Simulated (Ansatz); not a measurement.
**Two runs on NaF**

System: NaF (Fm-3m, 2 atoms in the cell).
Method of run A: Kohn-Sham DFT of a periodic cell, PBE, Ansatz PAW, no spin polarisation (Ansatz 0.2.0).

The structure derives from an entry of the Crystallography Open Database. Text and figures count atoms from 1; the logs count them from 0 in places.

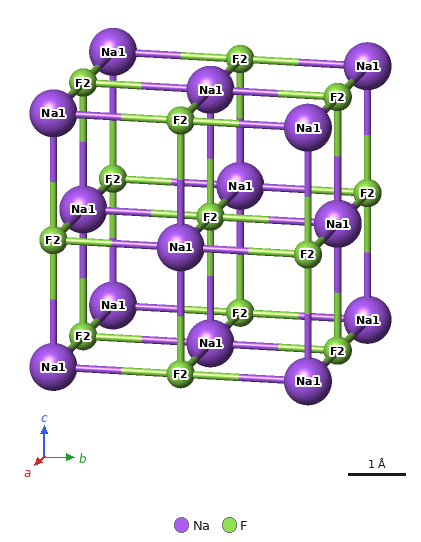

Figure 1. The structure (ball-and-stick view of the cell 4 times as large as that of the calculation, set on its symmetry axes, seen slightly off an axis; atoms are numbered from 1 in the order of the input). Near neighbours in the crystal (not all of them lie inside the picture): Na has 6 F at 2.32 Å; F has 6 Na at 2.32 Å.

**Input, run A**
```yaml
crystal:
  lattice:
    - [0.0, 2.32, 2.32]
    - [2.32, 0.0, 2.32]
    - [2.32, 2.32, 0.0]
  atoms:
    - { symbol: Na, position: [0.0, 0.0, 0.0] }
    - { symbol: F, position: [0.5, 0.5, 0.5] }
hamiltonian:
  xc: pbe
  pseudopotentials: { kind: paw }
kpoints:
  mp_grid: { grid: [10, 10, 10] }
scf:
  occupations: { method: fermi_dirac, width: 0.05 }
output:
  forces: true
  stress: true
  eigenvalues: true
  write_density: true
  write_potential: true
  elf: true
  volumetric_format: npy
```

Launched with:
```bash
ansatz run input.yaml --threads 2 --pin off --max-ram 5120MiB --backend cpu --events-out ev --progress --plain --runs-dir out
```

Hardware: 2 threads of Arm Neoverse V1, 24 GiB of memory available, shared host.

**Output, shortened to warnings, some set-up lines, iterations and results (run A)**
```
Basis set: ecut = 420 eV, 531 PW (Γ), exchange–correlation on 48×48×48 points (8 copies of the dense FFT grid, shifted against one another)
Symmetry: 48 space group operations
k-points: 47 of 1000
Initial density: superposition of atomic densities (neutral atoms: chi_scale 0, normalization atom), corrected by the library's trained network
[...]
SCF iter   1: F=—  HF=-2297.425802 eV  |F-HF|=—  |Δ(HF+E_count)|=         —  Δρ=7.86e-4  dr2=1.03e-4  ethr=1.77e-3  ⟨swp⟩=5.2  Hψ=3151  notcnv=0
SCF iter   2: F=—  HF=-2297.425463 eV  |F-HF|=—  |Δ(HF+E_count)|=   3.39e-4  Δρ=1.07e-3  dr2=1.63e-4  ethr=6.44e-7  ⟨swp⟩=2.1  Hψ=1336  notcnv=0
SCF iter   3: F=—  HF=-2297.425433 eV  |F-HF|=—  |Δ(HF+E_count)|=   3.01e-5  Δρ=3.54e-4  dr2=1.50e-5  ethr=6.44e-7  ⟨swp⟩=2.0  Hψ=692  notcnv=0
SCF iter   4: F=—  HF=-2297.425404 eV  |F-HF|=—  |Δ(HF+E_count)|=   2.88e-5  Δρ=5.55e-5  dr2=3.37e-7  ethr=9.39e-8  ⟨swp⟩=3.0  Hψ=940  notcnv=0
SCF iter   5: F=—  HF=-2297.425406 eV  |F-HF|=—  |Δ(HF+E_count)|=   1.39e-6  Δρ=5.15e-5  dr2=4.44e-7  ethr=2.10e-9  ⟨swp⟩=2.0  Hψ=890  notcnv=0
SCF iter   6: F=-2297.425406 eV  HF=-2297.425406 eV  |F-HF|=3.87e-8  |Δ(HF+E_count)|=   1.20e-7  Δρ=1.58e-5  dr2=4.30e-8  ethr=6.25e-10  ⟨swp⟩=5.6  Hψ=2910  notcnv=0
SCF 1 converged in 6 iterations: F = -2297.425406 eV  dr2 = 4.30e-8
SCF converged after 6 iterations
Free energy (F): -2297.425406 eV
Harris-Foulkes:  -2297.425406 eV  (|F-HF|=3.87e-8)
Internal energy: -2297.425406 eV  (E = F + TS)
E sigma→0 (E₀):  -2297.425406 eV
Fermi energy:    4.233382 eV
--- Per-component energies (eV) ---
  E_band       = -233.989572
  E_kinetic    = 329.222727
  E_local      = -1695.165222  (includes V_loc(G=0)·N_el)
  E_nonlocal   = 188.700266
  E_hartree    = 601.563395
  E_xc         = -120.198607
  E_vxc        = -154.181947  (∫ρ·V_xc dr)
  E_paw        = -463.639076  (= ΣΔE_a)
  E_vpaw       = -105.687540  (= ΣTr[D̂ρ^β])
  E_aug_tail   = 0.002013  (compensation charges beyond the density's cutoff)
  E_ewald      = -1137.910901
  E_smearing   = -0.000000  (= −TS)
  E_closure    = -0.000000  (closes the sum)
  Σ components = -2297.425406   (vs F -2297.425406, Δ=0.00e0)
--- Forces (eV/Å), atoms counted from 1 ---
  atom   1  Na    -0.00000000     0.00000000     0.00000000
  atom   2  F      0.00000000    -0.00000000     0.00000000
  max |Σ_I F_I| component: 2.48e-29 eV/Å
--- Stress (GPa, compression-positive) ---
        1.923914       0.000000       0.000000
        0.000000       1.923914       0.000000
       -0.000000       0.000000       1.923914
  P = ⅓ Tr σ = 1.9239 GPa (19.239 kbar)
```

For run B the input was changed thus:
```diff
-    - { symbol: Na, position: [0.0, 0.0, 0.0] }
-    - { symbol: F, position: [0.5, 0.5, 0.5] }
+    - { symbol: Na, position: [-0.004644, 0.007397, 0.009113] }
+    - { symbol: F, position: [0.499353, 0.503259, 0.487386] }
```

How does run B compare with run A?

With the same functional and potentials, run B lies 3.1 meV per atom higher. The pressure goes from 1.92 to 2.08 GPa. The largest force goes from 0.000 to 0.170 eV/Å. The number of SCF iterations is the same. The irreducible k-points go from 47 to 504.

**Output, shortened to warnings, some set-up lines, iterations and results (run B)**
```
Basis set: ecut = 420 eV, 531 PW (Γ), exchange–correlation on 48×48×48 points (8 copies of the dense FFT grid, shifted against one another)
Symmetry: 1 space group operations
k-points: 504 of 1000 (time reversal used)
Initial density: superposition of atomic densities (neutral atoms: chi_scale 0, normalization atom), corrected by the library's trained network
[...]
SCF iter   1: F=—  HF=-2297.419644 eV  |F-HF|=—  |Δ(HF+E_count)|=         —  Δρ=7.58e-4  dr2=9.42e-5  ethr=1.77e-3  ⟨swp⟩=5.3  Hψ=33914  notcnv=0
SCF iter   2: F=—  HF=-2297.419263 eV  |F-HF|=—  |Δ(HF+E_count)|=   3.81e-4  Δρ=1.03e-3  dr2=1.50e-4  ethr=5.89e-7  ⟨swp⟩=2.3  Hψ=14464  notcnv=0
SCF iter   3: F=—  HF=-2297.419235 eV  |F-HF|=—  |Δ(HF+E_count)|=   2.80e-5  Δρ=3.37e-4  dr2=1.35e-5  ethr=5.89e-7  ⟨swp⟩=2.0  Hψ=7392  notcnv=0
SCF iter   4: F=—  HF=-2297.419250 eV  |F-HF|=—  |Δ(HF+E_count)|=   1.50e-5  Δρ=3.91e-5  dr2=1.28e-7  ethr=8.46e-8  ⟨swp⟩=2.1  Hψ=7825  notcnv=0
SCF iter   5: F=—  HF=-2297.419251 eV  |F-HF|=—  |Δ(HF+E_count)|=   1.24e-6  Δρ=4.23e-5  dr2=3.08e-7  ethr=8.02e-10  ⟨swp⟩=2.0  Hψ=9705  notcnv=0
SCF iter   6: F=-2297.419251 eV  HF=-2297.419251 eV  |F-HF|=3.23e-8  |Δ(HF+E_count)|=   8.16e-8  Δρ=1.43e-5  dr2=3.59e-8  ethr=6.25e-10  ⟨swp⟩=5.0  Hψ=31245  notcnv=0
SCF 1 converged in 6 iterations: F = -2297.419251 eV  dr2 = 3.59e-8
SCF converged after 6 iterations
Free energy (F): -2297.419251 eV
Harris-Foulkes:  -2297.419251 eV  (|F-HF|=3.23e-8)
Internal energy: -2297.419251 eV  (E = F + TS)
E sigma→0 (E₀):  -2297.419251 eV
Fermi energy:    4.231785 eV
--- Per-component energies (eV) ---
  E_band       = -233.966207
  E_kinetic    = 329.247854
  E_local      = -1696.006864  (includes V_loc(G=0)·N_el)
  E_nonlocal   = 188.710247
  E_hartree    = 601.981524
  E_xc         = -120.203664
  E_vxc        = -154.189173  (∫ρ·V_xc dr)
  E_paw        = -463.642015  (= ΣΔE_a)
  E_vpaw       = -105.687378  (= ΣTr[D̂ρ^β])
  E_aug_tail   = 0.002007  (compensation charges beyond the density's cutoff)
  E_ewald      = -1137.508341
  E_smearing   = -0.000000  (= −TS)
  E_closure    = -0.000000  (closes the sum)
  Σ components = -2297.419251   (vs F -2297.419251, Δ=0.00e0)
--- Forces (eV/Å), atoms counted from 1 ---
  atom   1  Na    -0.14106087    -0.09500066    -0.00074244
  atom   2  F      0.14106840     0.09500287     0.00074393
  max |Σ_I F_I| component: 7.53e-6 eV/Å
--- Stress (GPa, compression-positive) ---
        2.287640      -0.065260      -0.000515
       -0.065260       2.071749      -0.000349
       -0.000515      -0.000349       1.881968
  P = ⅓ Tr σ = 2.0805 GPa (20.805 kbar)
```

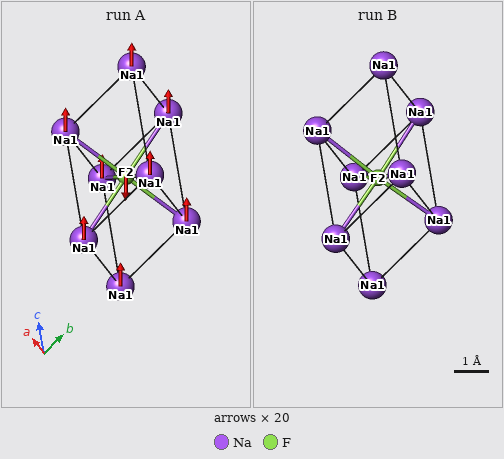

Figure 2. The two input geometries at one scale (ball-and-stick view of the cell of the calculation, seen at an oblique angle). The red arrows on the first give the shifts of the atoms relative to the cell, with their mean removed, magnified 20 times. The largest moves, 0.036 Å, are those of Na1 and F2. Largest moves by element: Na 0.036 Å, F 0.036 Å. (The mean shift of all atoms is removed.) The lattice vectors keep their values. Among the contacts that change: Na1–F2 2.320 → 2.380 Å.

**The two runs side by side**

| quantity | run A | run B |
| --- | --- | --- |
| outcome | converged | converged |
| free energy per atom (eV) | −1148.7127 | −1148.7096 |
| gap on the mesh (eV) | 6.29 | 6.29 |
| pressure (GPa) | 1.92 | 2.08 |
| largest force (eV/Å) | 0.000 | 0.170 |
| SCF iterations | 6 | 6 |
| irreducible k-points | 47 | 504 |
| plane waves at Γ | 531 | 531 |
| wall time (shared host) | 0.74 s | 8.7 s |
